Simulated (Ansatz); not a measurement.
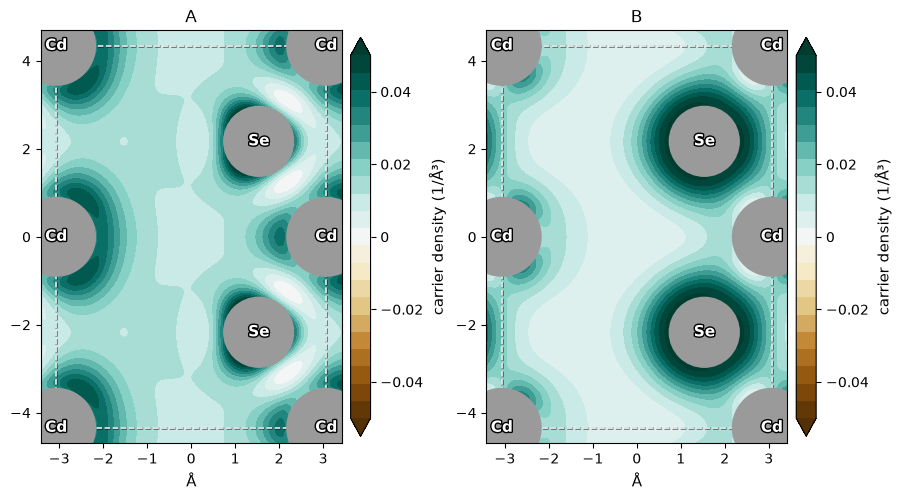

CdSe, doped once with holes and once with electrons (0.5 e in the calculation's cell of 2 atoms, uniform background, atoms fixed). Each panel shows the carrier's density (positive where it sits) on the (101) plane of the conventional cell; grey discs cover the cores. Cores are masked to 0.9 Å (Cd) and 0.8 Å (Se). This is very heavy doping.

Space group F-43m. The cell comes from a database of computed structures, not from a measurement.

These are results of DFT PBE, scalar-relativistic, plane waves, PAW (Ansatz 0.2.0), not measurements.

Which panel shows the hole and which the electron?

A is the electron: outside the cores it is densest 1.0 Å from a cadmium nucleus; it divides as Se about 55 % and Cd about 45 %. B is the hole: outside the cores it is densest at the edge of the masked core of Se; it divides as Se about 70 % and Cd about 30 %. Shares are sums over atomic cells sized by the Bader volumes, which fill 40 % (Cd) and 60 % (Se) of the cell, so only an excess over these marks a preference; they are shares of the net change, screening included, and the band-edge orbitals themselves can be more concentrated.
